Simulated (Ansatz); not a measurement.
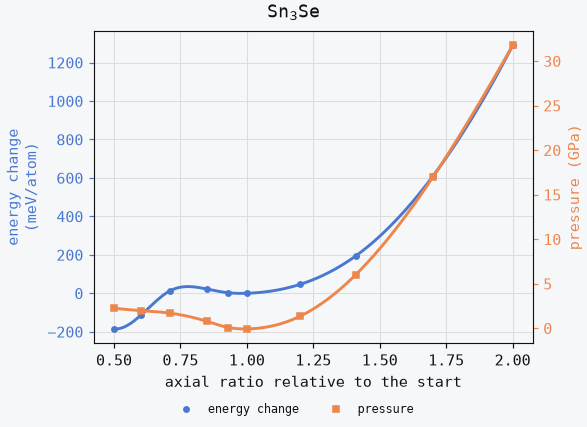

Computed with Ansatz 0.2.0: deformation of a crystal at fixed volume, lengths along the axis scaled against those across it, fractional coordinates fixed, by plane-wave density functional theory with PAW datasets, free energies less that of the undisturbed cell, pressure positive in compression; scalar-relativistic. Level: PBE, no spin polarisation.

- wave cutoff: 420 eV
- k mesh: 12×12×12
- occupations: Gaussian
- smearing width: 0.15 eV
- k shift: (0, 0, 0) (mesh steps)
- start: relaxed
- path: trigonal
- axis direction: (0.5774, 0.5774, 0.5774) (Cartesian unit vector)

Starting cell:
```yaml
crystal:
  lattice:
    - [4.75273, 0.00000, 0.00000]
    - [0.00000, 4.75273, 0.00000]
    - [0.00000, 0.00000, 4.75273]
  atoms:
    - { symbol: Sn, position: [0.00000, 0.50000, 0.50000] }
    - { symbol: Sn, position: [0.50000, 0.00000, 0.50000] }
    - { symbol: Sn, position: [0.50000, 0.50000, 0.00000] }
    - { symbol: Se, position: [0.00000, 0.00000, 0.00000] }
```

Figure. Energy change and pressure against relative axial ratio for Sn₃Se, space group Pm-3m (No. 221).

The energy change is −185 meV/atom at relative axial ratio 0.50 and 1289 meV/atom at 2.00; the lowest computed point is at relative axial ratio 0.50 (−185 meV/atom), at the edge of the range, so the minimum may lie beyond it; there is a further local minimum at 1.00 (0 meV/atom); the curve passes over a maximum at 0.85 (22 meV/atom). The pressure goes from 2.2 GPa at relative axial ratio 0.50 to 31.7 GPa at 2.00, not monotonically, with a low of −0.1 GPa at 1.00.
